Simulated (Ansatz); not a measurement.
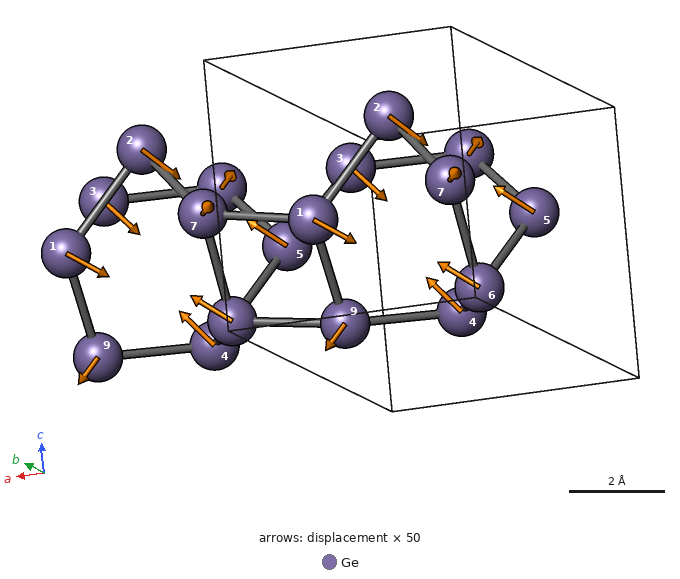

This is a relaxation of crystalline Ge (a generated structure, set up in R32). The starting structure is drawn; orange arrows show the displacements (the part carried along by the change of the cell is left out), 50 times their true length.

The picture is a ball-and-stick view of the cell of the calculation, repeated 2 × 1 × 1 with one cell outlined, seen from a free direction.

All numbers below come from DFT PBE, scalar-relativistic, plane waves, PAW (Ansatz 0.2.0).

Input file:
```yaml
crystal:
  lattice:
    - [4.0153962298, 2.3182900942, 3.7875454418]
    - [-4.0153962298, 2.3182900942, 3.7875454418]
    - [0.0, -4.6365801884, 3.7875454418]
  atoms:
    - { symbol: Ge, position: [0.7450275629, 0.8007699974, 0.4393371475] }
    - { symbol: Ge, position: [0.4393371475, 0.7450275629, 0.8007699974] }
    - { symbol: Ge, position: [0.8007699974, 0.4393371475, 0.7450275629] }
    - { symbol: Ge, position: [0.5606628525, 0.1992300026, 0.2549724371] }
    - { symbol: Ge, position: [0.1992300026, 0.2549724371, 0.5606628525] }
    - { symbol: Ge, position: [0.2549724371, 0.5606628525, 0.1992300026] }
    - { symbol: Ge, position: [0.1571579522, 0.8428420478, 0.5] }
    - { symbol: Ge, position: [0.5, 0.1571579522, 0.8428420478] }
    - { symbol: Ge, position: [0.8428420478, 0.5, 0.1571579522] }
basis:
  ecutwfc: 420
kpoints:
  mp_grid: { grid: [6, 6, 6] }
hamiltonian:
  xc: pbe
scf:
  occupations: { method: gaussian, width: 0.1 }
output:
  forces: true
  stress: true
  eigenvalues: true
relax:
  adjacent_minimum: "off"
  f_tol: 0.01
  max_steps: 80
  cell: { stress_tol: 0.05 }
```

Command:
```bash
ansatz run input.yaml --threads 1 --pin off --max-ram 2560MiB --backend cpu --events-out ev --progress --plain --runs-dir out
```

Describe the change and its energy.

The largest moves relative to the cell, 0.021 Å, are those of Ge1, Ge2, Ge3, Ge4, Ge5 and Ge6. Ge2 goes along [−2 −3 −2]. Cell: a = b = c unchanged at 5.987 Å, α 84.2° → 85.4°, β 84.2° → 85.4°, γ 84.2° → 85.4°. Volume +0.5 %. Near-neighbour distances that change, for instance: Ge1–Ge4 2.705 → 2.734 Å, Ge1–Ge2 2.707 → 2.733 Å, Ge1–Ge9 2.577 → 2.566 Å. Among the angles between lasting bonds that change: Ge2–Ge7–Ge6 107.4° → 105.1°. The space group stays R32 (No. 155). The energy falls by 3.1 meV per atom in 3 accepted moves (4 points after the start). Largest force component: 0.061 eV/Å at the start, 0.0088 eV/Å at the end. Pressure: 0.29 GPa at the start and −0.01 GPa at the end. The SCF was repeated once at an unchanged geometry on a basis and grid sized afresh for the cell, which shifted the energy by less than 0.05 meV per atom at most. Cost: 4.7 min on 1 thread of Arm Neoverse V1, with other jobs on the host, peak memory 0.65 GiB.
